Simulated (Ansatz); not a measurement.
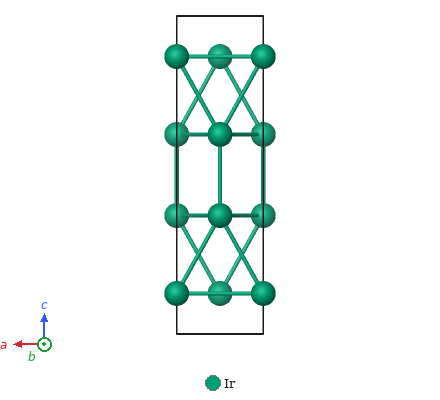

The structure, seen along [010]; the drawing may span several cells.

Given this structure, the geometry relaxed with Ansatz, DFT PBE, scalar-relativistic, plane waves, PAW; the starting structure was generated, so it need not be a known form of this composition, written in its standard cell:

```
Ir
1.0
     2.68372    0.00000    0.00000
     0.00000    4.63712    0.00000
     0.00000    0.00000    9.86275
Ir
8
Direct
  0.50000 0.00000 0.37256
  0.00000 0.00000 0.12744
  0.50000 0.50000 0.87256
  0.00000 0.50000 0.62744
  0.00000 0.00000 0.87256
  0.50000 0.00000 0.62744
  0.00000 0.50000 0.37256
  0.50000 0.50000 0.12744
```

> Predict the [010] zone-axis pattern (200 kV, kinematic, B = 0.5 Å²).

The spots form a rectangular net whose two shortest vectors correspond to d = 4.93 Å and 1.34 Å, 90.0° apart. They are 0 0 2 (itself too weak to see) and -2 0 0. The pattern has symmetry 2mm. The lattice centring (F) removes all reflections that break h + k = 2n, h + l = 2n; reflections such as 0 0 2, 2 0 -2, 2 0 2 are allowed but too weak to see at this display level.

Strongest reflections with d > 0.80 Å, one of each family (|F|² from tabulated Gaussian fits of the electron scattering factors, times a small damping for the curvature of the Ewald sphere):

```tsv
hkl	d (Å)	I (strongest = 100)
0 0 4	2.466	100
2 0 0	1.342	32
0 0 8	1.233	26
2 0 4	1.179	23
2 0 8	0.908	11
0 0 12	0.822	8
```

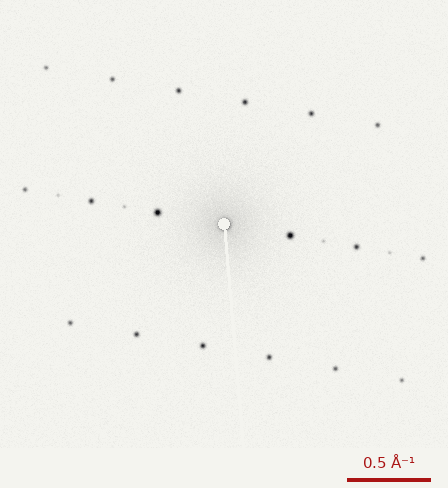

Calculated pattern, seen from the source side with [010] pointing towards the source.
